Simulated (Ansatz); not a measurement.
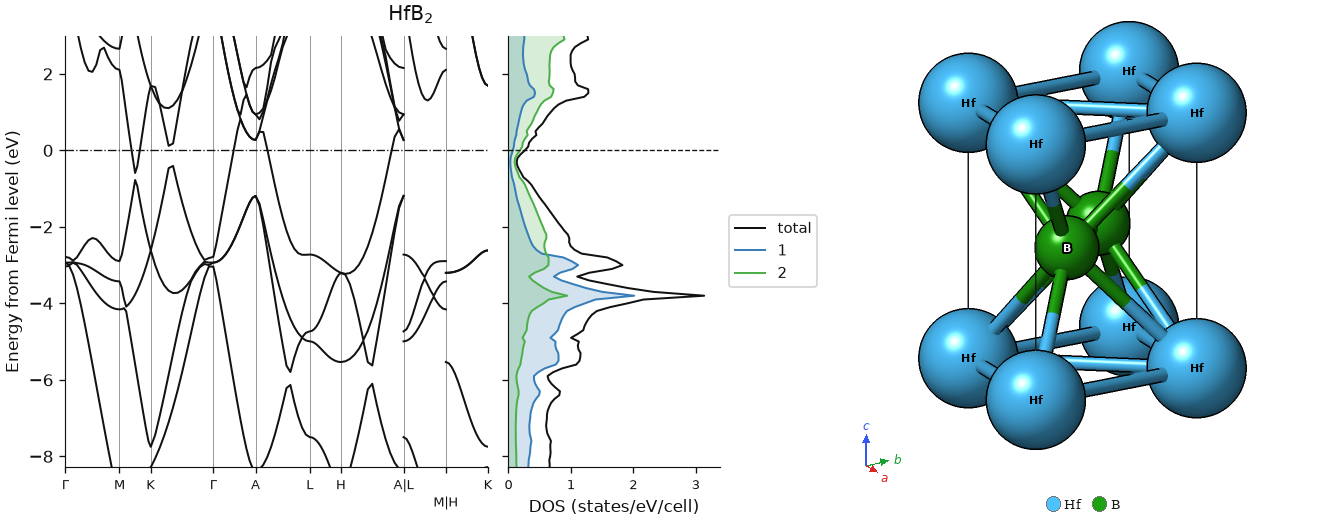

Band structure and density of states, beside the structure. Energies are counted from the Fermi level. The partial curves are projected on Löwdin-orthogonalised atomic shells.

The material is HfB2, space group P6/mmm, 3 atoms in the cell.

Ansatz 0.2.0; DFT PBE, scalar-relativistic, plane waves, PAW, no spin polarisation, 15×15×12 k mesh, 420 eV cutoff, Gaussian smearing of 0.1 eV.

Question: The numbered curves are projections. Which is which? The candidates: B 2p, Hf 5d.

Answer: 1 is B 2p; 2 is Hf 5d.

Question: Metal, semiconductor or insulator?

Answer: A metal: 2 bands cross the Fermi level along this path.

Spin-orbit coupling is left out, which matters for Hf.
